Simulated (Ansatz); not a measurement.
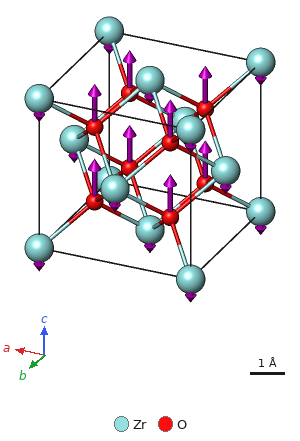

The lowest optical mode of crystalline ZrO2 relaxed at 12 GPa, space group Fm-3m (No. 225), at the zone centre. The purple arrows are the displacements of the atoms (eigenvector over the root of the mass), of arbitrary overall length and sign. A ball-and-stick model of the conventional cell (4 times the calculation's cell), seen from a free direction. Lengths and directions refer to the drawn axes.

The calculation used DFT PBEsol, scalar-relativistic, plane waves, PAW (Ansatz 0.2.0).

The input:
```yaml
crystal:
  lattice:
    - [0.0, 2.4960011817, 2.4960011817]
    - [2.4960011817, 0.0, 2.4960011817]
    - [2.4960011817, 2.4960011817, 0.0]
  atoms:
    - { symbol: Zr, position: [0.0, 0.0, 0.0] }
    - { symbol: O, position: [0.25, 0.25, 0.25] }
    - { symbol: O, position: [0.75, 0.75, 0.75] }
basis:
  ecutwfc: 420
kpoints:
  mp_grid: { grid: [8, 8, 8] }
hamiltonian:
  xc: pbesol
scf:
  occupations: { method: fixed }
output:
  eigenvalues: true
phonons:
  method: dfpt
  dielectric: true
  rigid_motions: translations
  eigenvectors: true
```

Run as
```bash
ansatz run input.yaml --threads 1 --pin off --max-ram 3072MiB --backend cpu --events-out ev --progress --plain --runs-dir out
```

Frequencies are those without the non-analytic (LO–TO) term.

Is the structure stable against all modes at this point?

Answer. Yes: this softest mode has a real frequency, and so have all others here. That speaks for this wave vector alone: the rest of the zone wasn't checked in this run. This is the T₁u mode (triply degenerate; one member of the set is drawn) at 293 cm⁻¹, the lowest optical level, infrared-active by symmetry. The O sublattice moves against the Zr sublattice, along c; the kinetic energy is shared as O 74 %, Zr 26 %. Its infrared intensity is 97 (D/Å)²/amu for the set. The value is the transverse one; the longitudinal partner lies at 684 cm⁻¹.
